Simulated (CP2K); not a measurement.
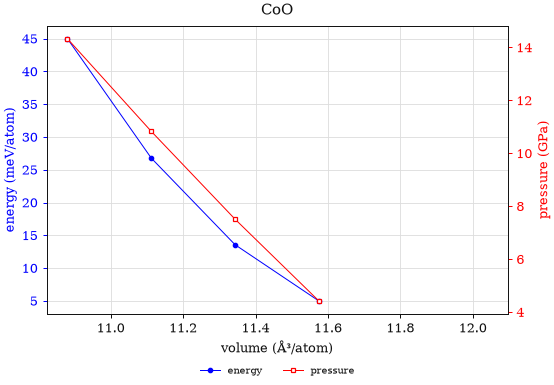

The figure shows the energy and pressure against volume for CoO, space group P6_3mc (No. 186).

Structure:
```yaml
crystal:
  lattice:
    - [3.19765, 0.00000, 0.00000]
    - [-1.59882, 2.76924, 0.00000]
    - [0.00000, 0.00000, 5.22871]
  atoms:
    - { symbol: Co, position: [0.33333, 0.66667, 0.50336] }
    - { symbol: Co, position: [0.00000, 0.00000, 0.00347] }
    - { symbol: O, position: [0.33333, 0.66667, 0.87156] }
    - { symbol: O, position: [0.00000, 0.00000, 0.37161] }
```

Computed with CP2K 2026.2: DFT in Gaussian orbitals with a plane-wave density, collinear spins; energies at scaled volumes of the given cell, shape and fractions fixed, counted from the fit's minimum, third-order Birch-Murnaghan fit. Level: PBE, collinear spin.

| setting | value |
| --- | --- |
| k mesh | 10×10×5 |
| occupations | Fermi–Dirac |
| smearing width | 0.05 eV |
| potentials | GTH PBE with UZH TZVP basis |
| density cutoff | 11560 eV |
| program settings | ngrids 5, basis sets Co TZVP-MOLOPT-PBE-GTH-q17, basis sets O TZVP-MOLOPT-PBE-GTH-q6, cutoff ry 850 Ry, rel cutoff ry 60 Ry |

The points at volume 11.81 Å³/atom and 12.04 Å³/atom are left out of the plot. What values does the calculation give there?

| volume (Å³/atom) | energy (meV/atom) | pressure (GPa) |
| --- | --- | --- |
| 11.81 | 0.68 | 1.57 |
| 12.04 | 0.31 | −1.01 |

Limits of the calculation: shape and atomic fractions are frozen while scaling, which makes layered, chain and framework solids too stiff.
